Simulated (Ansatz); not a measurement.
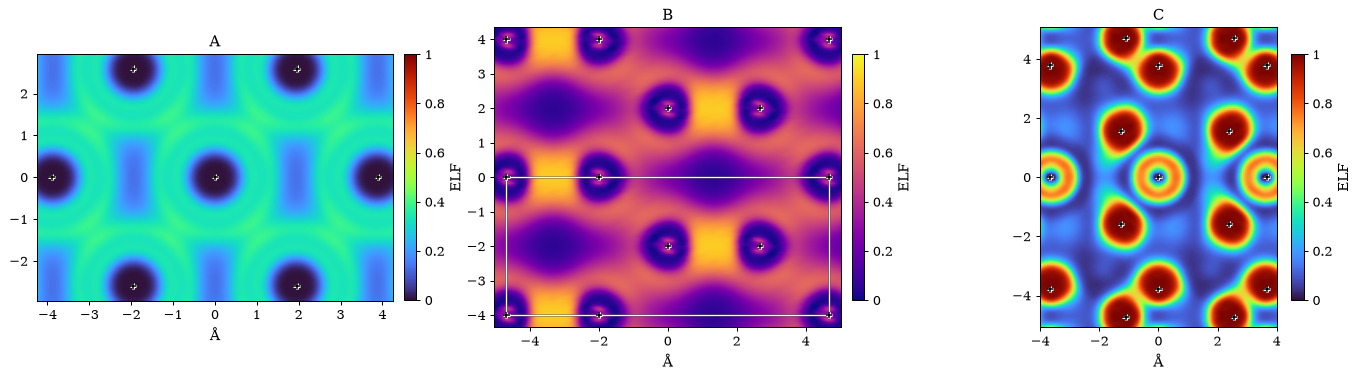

The electron localisation function of 3 systems, each on a plane through atoms (crosses mark nuclei in the plane).

Computed with DFT PBE, scalar-relativistic, plane waves, PAW (Ansatz).

System 1: ScH₅, the (010) plane of the conventional cell. Space group R32; a structure generated by program, which may or may not match a known phase.

```yaml
crystal:
  lattice:
    - [3.65930, 0.00000, 0.00000]
    - [-1.82965, 3.16905, 0.00000]
    - [0.00000, 0.00000, 9.44057]
  atoms:
    - { symbol: Sc, position: [0.33333, 0.66667, 0.16667] }
    - { symbol: Sc, position: [0.00000, 0.00000, 0.50000] }
    - { symbol: Sc, position: [0.66667, 0.33333, 0.83333] }
    - { symbol: H, position: [0.30349, 0.30349, 0.00000] }
    - { symbol: H, position: [0.97016, 0.63682, 0.33333] }
    - { symbol: H, position: [0.63682, 0.97016, 0.66667] }
    - { symbol: H, position: [0.69651, 0.00000, 0.00000] }
    - { symbol: H, position: [0.36318, 0.33333, 0.33333] }
    - { symbol: H, position: [0.02984, 0.66667, 0.66667] }
    - { symbol: H, position: [0.00000, 0.69651, 0.00000] }
    - { symbol: H, position: [0.66667, 0.02984, 0.33333] }
    - { symbol: H, position: [0.33333, 0.36318, 0.66667] }
    - { symbol: H, position: [0.00000, 0.00000, 0.09909] }
    - { symbol: H, position: [0.66667, 0.33333, 0.43242] }
    - { symbol: H, position: [0.33333, 0.66667, 0.76576] }
    - { symbol: H, position: [0.66667, 0.33333, 0.23424] }
    - { symbol: H, position: [0.33333, 0.66667, 0.56758] }
    - { symbol: H, position: [0.00000, 0.00000, 0.90091] }
```

System 2: Al, the (11̄0) plane of the conventional cell. Space group I4/mmm; a structure generated by program, which may or may not match a known phase.

System 3: Sn, the (011) plane of the conventional cell. Space group I4/mmm; a structure generated by program, which may or may not match a known phase; changed on purpose from its base cell (volume × 0.94, shape and atoms relaxed); computed pressure about 3 GPa in this cell.

```cif
data_structure
_symmetry_space_group_name_H-M 'P 1'
_symmetry_Int_Tables_number 1
_cell_length_a 3.9018
_cell_length_b 3.9018
_cell_length_c 3.4291
_cell_angle_alpha 90.000
_cell_angle_beta 90.000
_cell_angle_gamma 89.997
_cell_volume 52.20
loop_
_atom_site_label
_atom_site_type_symbol
_atom_site_fract_x
_atom_site_fract_y
_atom_site_fract_z
_atom_site_occupancy
Sn1 Sn 0.00000 0.00000 0.50000 1
Sn2 Sn 0.50000 0.50000 0.00000 1
```

### Which map belongs to which system?

Panel A is system 3, Sn: the plane holds Sn. Sn–Sn (3.25 Å): the ELF is about 0.35 at the midpoint. Panel B is system 2, Al: the plane holds Al. Al–Al (2.68 Å): the ELF peaks at about 0.90 between the atoms. Panel C is system 1, ScH₅: the plane holds Sc and H. Sc–H (2.03 Å): the ELF climbs to about 1 towards the hydrogen.
